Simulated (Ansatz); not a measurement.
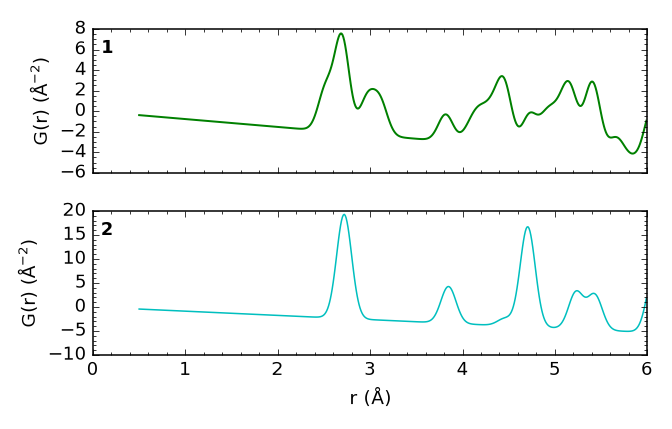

Each curve is a calculated X-ray PDF: distances of the static structure, each pair weighted by the product of the atomic numbers (X-ray weights at Q = 0), broadened by Gaussians with σ = 0.08 Å. No termination ripples are included.

Candidate structures:

A. 
```
CELL_PARAMETERS angstrom
6.49433 0.00000 0.00000
-3.24716 5.62425 0.00000
0.00000 0.00000 2.69599
ATOMIC_POSITIONS crystal
Ir 0.15179 0.73728 0.86831
Ir 0.26272 0.41451 0.53498
Ir 0.41451 0.15179 0.20164
Ir 0.58549 0.84821 0.20164
Ir 0.73728 0.58549 0.53498
Ir 0.84821 0.26272 0.86831
```

B. 
```
Ir
1.0
     2.72099    0.00000    0.00000
    -1.36049    2.35644    0.00000
     0.00000    0.00000   19.99237
Ir
9
Direct
  0.00000 0.00000 0.00000
  0.33333 0.66667 0.88979
  0.00000 0.00000 0.77688
  0.66667 0.33333 0.33333
  0.00000 0.00000 0.22312
  0.66667 0.33333 0.11021
  0.33333 0.66667 0.66667
  0.66667 0.33333 0.55645
  0.33333 0.66667 0.44355
```

Origins: A, the geometry relaxed with DFT PBE, scalar-relativistic, plane waves, PAW (Ansatz 0.2.0); the starting structure was generated, so it need not be a known form of this composition; B, coordinates from a relaxation with Ansatz, DFT r2SCAN, scalar-relativistic, plane waves, PAW; the starting structure was generated, so it need not be a known form of this composition.

**Match each curve to its structure.**

curve 1 is A (Ir, first clear peaks at 2.69 Å (Ir–Ir) and 3.03 Å (Ir–Ir)); curve 2 is B (Ir, first clear peaks at 2.72 Å (Ir–Ir) and 3.85 Å (Ir–Ir)).
